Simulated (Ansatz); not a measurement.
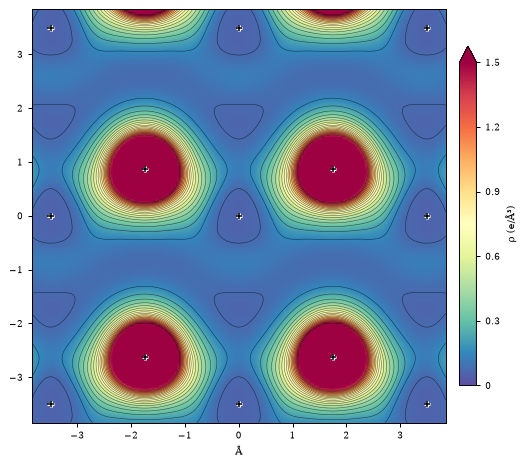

The valence charge density (pseudo) on a plane through atoms (crosses mark nuclei in the plane).

Theory: Ansatz 0.2.0, DFT PBE, scalar-relativistic, plane waves, PAW.

Candidates:
A. AlN, a = 3.49 Å, b = 3.49 Å, c = 3.49 Å, α = 90.00°, β = 90.00°, γ = 90.00°. Space group I-4m2; a structure from a database of computed crystals, not necessarily the ambient phase; computed pressure about −10 GPa in this cell.
B. PtSe₂, a = 3.75 Å, b = 3.75 Å, c = 6.50 Å, α = 90.00°, β = 90.00°, γ = 120.00°. Space group P-3m1; a structure from a database of computed crystals, not necessarily the ambient phase.
C. C, a = 2.47 Å, b = 2.47 Å, c = 25.73 Å, α = 90.00°, β = 90.00°, γ = 120.00°. Space group R-3m; a structure from a database of computed crystals, not necessarily the ambient phase.

**Which candidate gave the map?**

Candidate A: AlN on the (010) plane of the conventional cell, which holds Al and N. Al–N (1.95 Å): ρ is about 0.61 e/Å³ halfway.
